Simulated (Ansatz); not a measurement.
```
CELL_PARAMETERS angstrom
4.50160 0.00000 0.00000
0.00000 4.50160 0.00000
0.00000 0.00000 4.50160
ATOMIC_POSITIONS crystal
Hf 0.00000 0.00000 0.00000
Hf 0.50000 0.50000 0.00000
Hf 0.50000 0.00000 0.50000
Hf 0.00000 0.50000 0.50000
N 0.50000 0.00000 0.00000
N 0.00000 0.50000 0.00000
N 0.00000 0.00000 0.50000
N 0.50000 0.50000 0.50000
```

Space group Fm-3m; computed without spin polarisation; PAW files of the earlier set (soft_1).

Level of theory: DFT PBEsol, scalar-relativistic, plane waves, PAW (Ansatz).

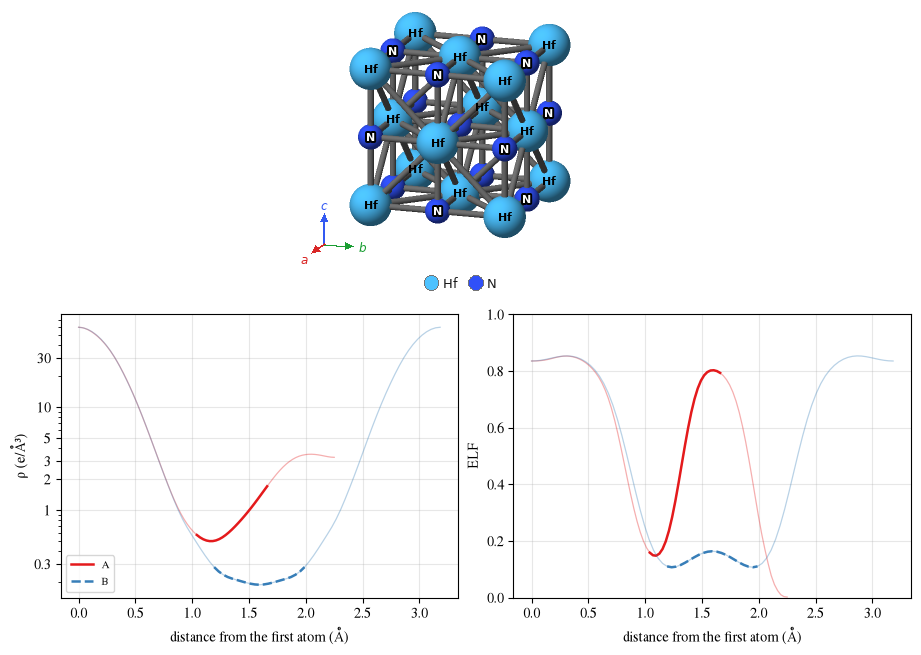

HfN. Valence charge density (pseudo) and ELF along straight lines between neighbouring atoms. Thin, pale parts lie inside the atomic spheres. The structure is drawn too.

The density is the valence pseudo-density of a PAW calculation; it isn't the true density close to the nuclei.

Question: Which curve belongs to which contact (Hf–Hf and Hf–N)? The first atom named is at distance zero.

Answer: Curve A: Hf–N (2.25 Å): the density is about 0.51 e/Å³ at the midpoint; the ELF peaks at about 0.80 in the valence shell of N, 0.6 Å from its nucleus, and drops to about 0.15 between the two atoms (no shared electron pair shows on this line). Curve B: Hf–Hf (3.18 Å): ρ is about 0.19 e/Å³ halfway; the ELF is about 0.15 at the midpoint (no shared electron pair shows on this line).
